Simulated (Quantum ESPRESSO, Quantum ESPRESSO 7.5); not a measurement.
# 2H-WSe2, 1 layer, stepped through biaxial strain

Aim: how the results for 2H-WSe2, 1 layer change with biaxial strain.

Calculated with Quantum ESPRESSO 7.5; plane-wave DFT, PBE, GBRV ultrasoft pseudopotentials.

## 1. Set-up

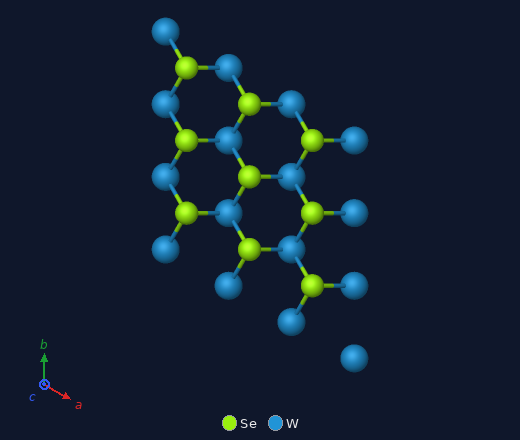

The cell as given, from above (selenium green, tungsten blue). 3×3×1 cells are drawn. Bonds to atoms that aren't drawn are left out. Some periodic images of atoms are drawn too.

The cell holds 3 atoms: 2 Se and 1 W. Its edges and angles: a = 3.320 Å, b = 3.320 Å, c = 18.740 Å, α = 90.0°, β = 90.0°, γ = 120.0°. It derives from WSe2. Vacuum lies along c.

Coordinates:

```cif
data_structure
_symmetry_space_group_name_H-M 'P 1'
_symmetry_Int_Tables_number 1
_cell_length_a 3.3200
_cell_length_b 3.3200
_cell_length_c 18.7403
_cell_angle_alpha 90.000
_cell_angle_beta 90.000
_cell_angle_gamma 120.000
_cell_volume 178.89
loop_
_atom_site_label
_atom_site_type_symbol
_atom_site_fract_x
_atom_site_fract_y
_atom_site_fract_z
_atom_site_occupancy
Se1 Se 0.33333 0.66667 0.40021 1
W2 W 0.00000 0.00000 0.50000 1
Se3 Se 0.33333 0.66667 0.59979 1
```

Set-up: Cell and atoms are first relaxed; each strained cell is then held and the atoms relax in it. A periodic run with 15 Å of vacuum in the starting cell gives the vacuum levels, and bands follow along a path.

Members -2, -1, 0, 1 and 2 took the same steps and show in the table alone.

## 2. Relaxing cell and ions of the reference

What the set-up leaves free in this member is relaxed.

The input, ref.relax.in:

```
&control
  prefix = 'ref.relax'
  outdir = './out'
  pseudo_dir = './pseudo'
  nstep = 80
  forc_conv_thr = 0.0004
  calculation = 'vc-relax'
  etot_conv_thr = 1e-06
/
&system
  ibrav = 0
  nat = 3
  ntyp = 2
  ecutwfc = 50
  ecutrho = 250
  occupations = 'smearing'
  smearing = 'fd'
  degauss = 0.004
/
&electrons
  conv_thr = 1e-09
  mixing_beta = 0.4
  electron_maxstep = 120
  mixing_mode = 'plain'
/
&ions
/
&cell
  cell_dofree = '2Dxy'
  press_conv_thr = 0.3
/
ATOMIC_SPECIES
  Se  78.9710  se_pbe_v1.uspp.F.UPF
  W   183.8400  w_pbe_v1.2.uspp.F.UPF
CELL_PARAMETERS angstrom
  3.32000000000000 0.00000000000000 0.00000000000000
  -1.66000000000000 2.87520434056434 0.00000000000000
  0.00000000000000 0.00000000000000 18.74034793390490
ATOMIC_POSITIONS crystal
  Se  0.333333333300 0.666666666700 0.400206016796
  W   0.000000000000 0.000000000000 0.500000000000
  Se  0.333333333300 0.666666666700 0.599793983204
K_POINTS automatic
  12 12 1 0 0 0
```

Run with:

```
OMP_NUM_THREADS=1 mpirun -n 4 pw.x -nk 4 -in ref.relax.in > ref.relax.out
```

What it wrote:

```text
Program PWSCF v.7.5 starts
[citation notice left out]

     Parallel version (MPI & OpenMP), running on       4 processor cores
     Number of MPI processes:                 4
     Threads/MPI process:                     1

     MPI processes distributed on     1 nodes
[...]
Current dimensions of program PWSCF are:
     Max number of different atomic species (ntypx) = 10
     Max number of k-points (npk) =  40000
     Max angular momentum in pseudopotentials (lmaxx) =  4
     Message from routine setup:
     using ibrav=0 with symmetry is DISCOURAGED, use correct ibrav instead

     K-points division:     npool     =       4
     Subspace diagonalization in iterative solution of the eigenvalue problem:
     a serial algorithm will be used

     G-vector sticks info
     --------------------
     sticks:   dense  smooth     PW     G-vecs:    dense   smooth      PW
     Sum         673     547    163                80543    57621    9501

     Using Slab Decomposition

     bravais-lattice index     =            0
     lattice parameter (alat)  =       6.2739  a.u.
     unit-cell volume          =    1207.2051 (a.u.)^3
     number of atoms/cell      =            3
     number of atomic types    =            2
     number of electrons       =        26.00
     number of Kohn-Sham states=           17
     kinetic-energy cutoff     =      50.0000  Ry
     charge density cutoff     =     250.0000  Ry
     scf convergence threshold =      1.0E-09
     mixing beta               =       0.4000
     number of iterations used =            8  plain     mixing
     energy convergence thresh.=      1.0E-06
     force convergence thresh. =      4.0E-04
     press convergence thresh. =      3.0E-01
     Exchange-correlation= SLA  PW   PBE  PBE
                           (   1   4   3   4   0   0   0)
     nstep                     =           80

     celldm(1)=   6.273891  celldm(2)=   0.000000  celldm(3)=   0.000000
     celldm(4)=   0.000000  celldm(5)=   0.000000  celldm(6)=   0.000000

     crystal axes: (cart. coord. in units of alat)
               a(1) = (   1.000000   0.000000   0.000000 )
               a(2) = (  -0.500000   0.866025   0.000000 )
               a(3) = (   0.000000   0.000000   5.644683 )

     reciprocal axes: (cart. coord. in units 2 pi/alat)
               b(1) = (  1.000000  0.577350 -0.000000 )
               b(2) = (  0.000000  1.154701  0.000000 )
               b(3) = (  0.000000 -0.000000  0.177158 )

     PseudoPot. # 1 for Se read from file:
     ./pseudo/se_pbe_v1.uspp.F.UPF
     Pseudo is Ultrasoft + core correction, Zval =  6.0
     Generated by new atomic code, or converted to UPF format
     Using radial grid of  877 points,  6 beta functions with:
                l(1) =   0
                l(2) =   0
                l(3) =   1
                l(4) =   1
                l(5) =   2
                l(6) =   2
     Q(r) pseudized with  8 coefficients,  rinner =    1.300   1.300   1.300
                                                       1.300   1.300

     PseudoPot. # 2 for W  read from file:
     ./pseudo/w_pbe_v1.2.uspp.F.UPF
     Pseudo is Ultrasoft + core correction, Zval = 14.0
     Generated by new atomic code, or converted to UPF format
     Using radial grid of  923 points,  8 beta functions with:
                l(1) =   0
                l(2) =   0
                l(3) =   0
                l(4) =   1
                l(5) =   1
                l(6) =   2
                l(7) =   2
                l(8) =   3
     Q(r) pseudized with  6 coefficients,  rinner =    1.350   1.350   1.350
                                                       1.350   1.350   1.350
                                                       1.350

     atomic species   valence    mass     pseudopotential
     Se                6.00    78.97100     Se( 1.00)
     W                14.00   183.84000     W ( 1.00)

     12 Sym. Ops. (no inversion) found

   Cartesian axes

     site n.     atom                  positions (alat units)
         1        Se     tau(   1) = (  -0.0000000   0.5773503   2.2590361  )
         2        W      tau(   2) = (   0.0000000   0.0000000   2.8223416  )
         3        Se     tau(   3) = (  -0.0000000   0.5773503   3.3856470  )

     number of k points=    19  Fermi-Dirac smearing, width (Ry)=  0.0040
                       cart. coord. in units 2pi/alat
        k(    1) = (   0.0000000   0.0000000   0.0000000), wk =   0.0138889
        k(    2) = (   0.0000000   0.0962250   0.0000000), wk =   0.0833333
        k(    3) = (   0.0000000   0.1924501   0.0000000), wk =   0.0833333
        k(    4) = (   0.0000000   0.2886751   0.0000000), wk =   0.0833333
        k(    5) = (   0.0000000   0.3849002   0.0000000), wk =   0.0833333
        k(    6) = (   0.0000000   0.4811252   0.0000000), wk =   0.0833333
        k(    7) = (   0.0000000  -0.5773503   0.0000000), wk =   0.0416667
        k(    8) = (   0.0833333   0.1443376   0.0000000), wk =   0.0833333
        k(    9) = (   0.0833333   0.2405626   0.0000000), wk =   0.1666667
        k(   10) = (   0.0833333   0.3367877   0.0000000), wk =   0.1666667
[...]
k(   19) = (   0.3333333   0.5773503   0.0000000), wk =   0.0277778

     Dense  grid:    80543 G-vectors     FFT dimensions: (  32,  32, 180)

     Smooth grid:    57621 G-vectors     FFT dimensions: (  30,  30, 160)

     Estimated max dynamical RAM per process >     203.55 MB

     Estimated total dynamical RAM >     755.20 MB

     Check: negative core charge=   -0.000001

     Initial potential from superposition of free atoms

     starting charge      25.8995, renormalised to      26.0000

     negative rho (up, down):  6.201E-02 0.000E+00
     Starting wfcs are   21 randomized atomic wfcs

     total cpu time spent up to now is        1.7 secs

     per-process dynamical memory:    74.7 Mb

     Self-consistent Calculation

     iteration #  1     ecut=    50.00 Ry     beta= 0.40
     Davidson diagonalization with overlap
     ethr =  1.00E-02,  avg # of iterations =  2.0

     Threshold (ethr) on eigenvalues was too large:
     Diagonalizing with lowered threshold

     Davidson diagonalization with overlap
     ethr =  2.67E-04,  avg # of iterations =  1.9

     negative rho (up, down):  6.320E-02 0.000E+00

     total cpu time spent up to now is        4.3 secs

     total energy              =    -246.42280072 Ry
     estimated scf accuracy    <       0.08369507 Ry

     iteration #  2     ecut=    50.00 Ry     beta= 0.40
[...]
Se               0.3333333333        0.6666666667        0.5940221683

[...]
NEW-OLD atomic charge density approx. for the potential
     New effective cutoffs (rho, wfc):  254.05   50.89

     negative rho (up, down):  6.537E-02 0.000E+00

     total cpu time spent up to now is       38.8 secs

     per-process dynamical memory:    80.7 Mb

     Self-consistent Calculation

     iteration #  1     ecut=    50.00 Ry     beta= 0.40
     Davidson diagonalization with overlap
     ethr =  1.00E-06,  avg # of iterations =  8.6

     negative rho (up, down):  6.535E-02 0.000E+00

     total cpu time spent up to now is       41.7 secs

     total energy              =    -246.46227370 Ry
     estimated scf accuracy    <       0.00268569 Ry

[...]
iteration #  8     ecut=    50.00 Ry     beta= 0.40
[...]
negative rho (up, down):  6.530E-02 0.000E+00

[...]
End of self-consistent calculation

[...]
the Fermi energy is     1.1717 ev

!    total energy              =    -246.46329662 Ry
     estimated scf accuracy    <          4.5E-10 Ry
     smearing contrib. (-TS)   =      -0.00000002 Ry
     internal energy E=F+TS    =    -246.46329660 Ry

     The total energy is F=E-TS. E is the sum of the following terms:
     one-electron contribution =    -894.84654090 Ry
     hartree contribution      =     448.28294987 Ry
     xc contribution           =    -100.59673018 Ry
     ewald contribution        =     300.69702461 Ry

     convergence has been achieved in   8 iterations

     negative rho (up, down):  6.530E-02 0.000E+00

     Forces acting on atoms (cartesian axes, Ry/au):

     atom    1 type  1   force =     0.00000000    0.00000000    0.04308342
     atom    2 type  2   force =     0.00000000    0.00000000    0.00000000
     atom    3 type  1   force =     0.00000000    0.00000000   -0.04308342

     Total force =     0.060929     Total SCF correction =     0.000042

     Computing stress (Cartesian axis) and pressure

     negative rho (up, down):  6.530E-02 0.000E+00
          total   stress  (Ry/bohr**3)                   (kbar)     P=      -15.88
  -0.00003910   0.00000000   0.00000000           -5.75        0.00        0.00
   0.00000000  -0.00003910   0.00000000            0.00       -5.75        0.00
  -0.00000000   0.00000000  -0.00024558           -0.00        0.00      -36.13

     Energy error            =      1.3E-02 Ry
     Gradient error          =      4.3E-02 Ry/Bohr
     Cell gradient error     =      5.8E+00 kbar

     number of scf cycles    =   3
     number of bfgs steps    =   2

     enthalpy           old  =    -246.4498463217 Ry
     enthalpy           new  =    -246.4632966155 Ry

     CASE: enthalpy          _new < enthalpy          _old

     new trust radius        =       0.1438598986 bohr
     new conv_thr            =       0.0000000010 Ry

     new unit-cell volume =   1176.30994 a.u.^3 (   174.31115 Ang^3 )
     density =      3.25592 g/cm^3

CELL_PARAMETERS (angstrom)
   3.277241472  -0.000000000   0.000000000
  -1.638620736   2.838174369   0.000000000
   0.000000000   0.000000000  18.740347934

ATOMIC_POSITIONS (crystal)
Se               0.3333333333        0.6666666667        0.4100400497
W                0.0000000000        0.0000000000        0.5000000000
Se               0.3333333333        0.6666666667        0.5899599503

[...]
NEW-OLD atomic charge density approx. for the potential
     New effective cutoffs (rho, wfc):  255.96   51.30

     negative rho (up, down):  6.525E-02 0.000E+00

     total cpu time spent up to now is       55.7 secs

     per-process dynamical memory:    80.7 Mb

[...]
!    total energy              =    -246.46862889 Ry
[...]
Total force =     0.009416     Total SCF correction =     0.000002
[...]
number of bfgs steps    =   3
[...]
new trust radius        =       0.0210155168 bohr
[...]
!    total energy              =    -246.46904647 Ry
[...]
Total force =     0.003689     Total SCF correction =     0.000004
[...]
number of bfgs steps    =   4
[...]
new trust radius        =       0.0151503511 bohr
[...]
!    total energy              =    -246.46927540 Ry
[...]
Total force =     0.005888     Total SCF correction =     0.000000
[...]
number of bfgs steps    =   5
[...]
new trust radius        =       0.0166653862 bohr
[...]
!    total energy              =    -246.46949408 Ry
[...]
Total force =     0.005477     Total SCF correction =     0.000005
[...]
number of bfgs steps    =   6
[...]
new trust radius        =       0.0249980793 bohr
[...]
!    total energy              =    -246.46970212 Ry
[...]
Total force =     0.002837     Total SCF correction =     0.000000
[...]
number of bfgs steps    =   7
[...]
new trust radius        =       0.0142062771 bohr
[...]
!    total energy              =    -246.46973929 Ry
[...]
Total force =     0.000351     Total SCF correction =     0.000014
[...]
number of bfgs steps    =   8
[...]
new trust radius        =       0.0005029389 bohr
[...]
!    total energy              =    -246.46973945 Ry
[...]
Total force =     0.000089     Total SCF correction =     0.000001
[...]
Self-consistent Calculation

     iteration #  1     ecut=    50.00 Ry     beta= 0.40
     Davidson diagonalization with overlap
     ethr =  1.00E-06,  avg # of iterations = 12.5

     negative rho (up, down):  6.316E-02 0.000E+00

     total cpu time spent up to now is      165.9 secs

     total energy              =    -246.46016143 Ry
     estimated scf accuracy    <       0.08080018 Ry

[...]
iteration # 12     ecut=    50.00 Ry     beta= 0.40
[...]
negative rho (up, down):  6.560E-02 0.000E+00

[...]
End of self-consistent calculation

          k = 0.0000 0.0000 0.0000 (  7117 PWs)   bands (ev):

   -73.7744 -37.9945 -37.8868 -37.8868 -14.3817 -13.1540  -5.8158  -2.0106
    -2.0106  -1.8430  -0.9062  -0.9062  -0.0150   3.2207   3.2207   3.3815
     3.3815

          k = 0.0000 0.0963 0.0000 (  7135 PWs)   bands (ev):

   -73.7738 -37.9919 -37.9010 -37.8901 -14.2809 -13.1030  -5.6848  -2.3217
    -2.0775  -1.9128  -1.0787  -0.8676  -0.0474   2.9478   2.9866   3.2508
     3.3977

          k = 0.0000 0.1926 0.0000 (  7158 PWs)   bands (ev):

   -73.7722 -37.9846 -37.9397 -37.8993 -13.9923 -12.9574  -5.3209  -3.0713
    -2.5956  -1.6423  -1.4828  -1.0077  -0.2250   2.3956   2.8028   2.9550
     3.7952

          k = 0.0000 0.2888 0.0000 (  7174 PWs)   bands (ev):

   -73.7700 -37.9922 -37.9746 -37.9117 -13.5587 -12.7410  -4.8668  -3.9165
    -3.2668  -1.9336  -1.3454  -1.2719  -0.6037   2.2411   2.6805   3.0460
     4.1922

          k = 0.0000 0.3851 0.0000 (  7188 PWs)   bands (ev):

   -73.7677 -38.0441 -37.9645 -37.9241 -13.0620 -12.4994  -5.0834  -4.0820
    -3.9754  -2.3121  -1.6253  -0.9196  -0.8874   2.4454   2.5670   3.4977
     4.4691

          k = 0.0000 0.4814 0.0000 (  7210 PWs)   bands (ev):

   -73.7661 -38.0817 -37.9572 -37.9332 -12.6384 -12.3019  -5.6988  -4.5186
    -3.8744  -2.5576  -1.7725  -0.8081  -0.6939   2.6194   2.7970   3.8658
     4.6141

[...]
the Fermi energy is     1.0913 ev

!    total energy              =    -246.46973403 Ry
     estimated scf accu
[key lines of the parts left out:]
convergence has been achieved in   6 iterations
```

Run time: 3.1 min. Hardware: 4 MPI ranks of Arm Neoverse V1, shared host; peak memory 0.9 GiB; 12 min of CPU time.

Relaxation path:

| step | energy less that of the first step (eV) | largest force (eV/Å) | volume (Å³) |
| --- | --- | --- | --- |
| 1 | 0.0000 | 2.5026 | 178.89 |
| 2 | -0.2503 | 1.8988 | 177.26 |
| 3 | -0.4333 | 1.1077 | 175.74 |
| 4 | -0.5059 | 0.1712 | 174.31 |
| 5 | -0.5115 | 0.0671 | 175.06 |
| 6 | -0.5147 | 0.1070 | 175.83 |
| 7 | -0.5176 | 0.0996 | 176.68 |
| 8 | -0.5205 | 0.0516 | 177.97 |
| 9 | -0.5210 | 0.0064 | 178.70 |
| 10 | -0.5210 | 0.0016 | 178.69 |
| 11 | -0.5209 | 0.0016 | 178.69 |

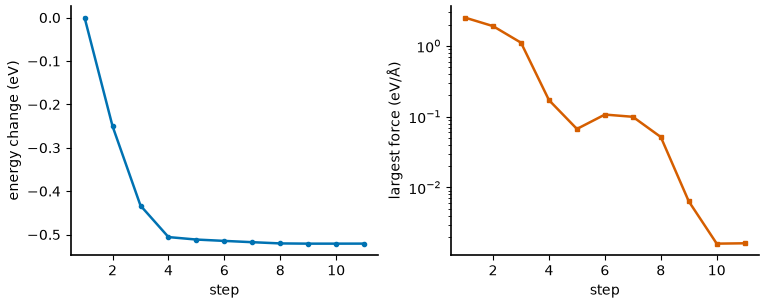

Energy and largest force along the relaxation.

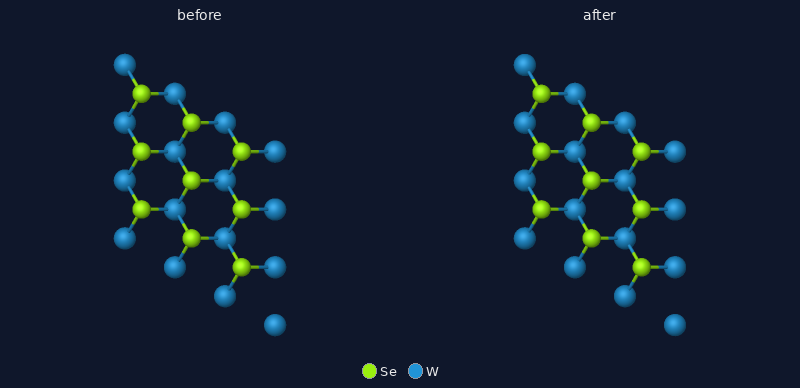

The structure before and after the relaxation, drawn at the same scale. Bonds to atoms that aren't drawn are left out.

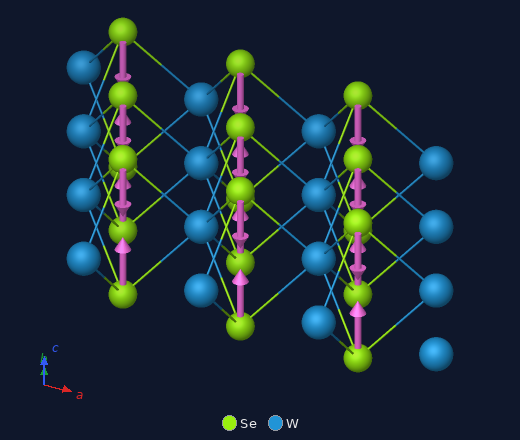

Displacements in the relaxation, exaggerated, measured against the changing cell; the longest in the cell stands for 0.19 Å. Bonds to atoms that aren't drawn are left out. 3×3×1 cells are drawn. Some periodic images of atoms are drawn too.

| cell as run | before | after | change |
| --- | --- | --- | --- |
| a (Å) | 3.320 | 3.318 | -0.1 % |
| b (Å) | 3.320 | 3.318 | -0.1 % |

The atoms that moved most (Å, along periodic axes as changes of fractional coordinates times the final cell, across vacuum about the mean position):

| atom | dx | dy | dz | length |
| --- | --- | --- | --- | --- |
| Se3 | 0.000 | 0.000 | -0.190 | 0.190 |
| Se1 | 0.000 | 0.000 | 0.190 | 0.190 |

The relaxed structure:

```cif
data_structure
_symmetry_space_group_name_H-M 'P 1'
_symmetry_Int_Tables_number 1
_cell_length_a 3.3182
_cell_length_b 3.3182
_cell_length_c 18.7403
_cell_angle_alpha 90.000
_cell_angle_beta 90.000
_cell_angle_gamma 120.000
_cell_volume 178.69
loop_
_atom_site_label
_atom_site_type_symbol
_atom_site_fract_x
_atom_site_fract_y
_atom_site_fract_z
_atom_site_occupancy
Se1 Se 0.33333 0.66667 0.41033 1
W2 W 0.00000 0.00000 0.50000 1
Se3 Se 0.33333 0.66667 0.58967 1
```

 The last row is no step: it is a fresh SCF in the final cell with a new plane-wave basis, +0 meV from the row before.

Read from the output:

```
free energy  : -3353.3916 eV
Fermi energy : 1.091 eV
```

(Part 1 of 6 ends here.)

[Logs are printed without paths, hosts, clocks, repeated set-up lines and the standing remarks that a program may print on its own settings, such as how far it seeks lower states.]

[Hosts, paths, dates, database ids (printed as entryN), source tags and the programs' standing remarks are cut or masked in the printed files.]

[Maps of the electrostatic potential energy from Ansatz leave out the sawtooth potential of an applied field or a dipole correction, so their vacuum need not be flat; planar profiles and work functions include it.]
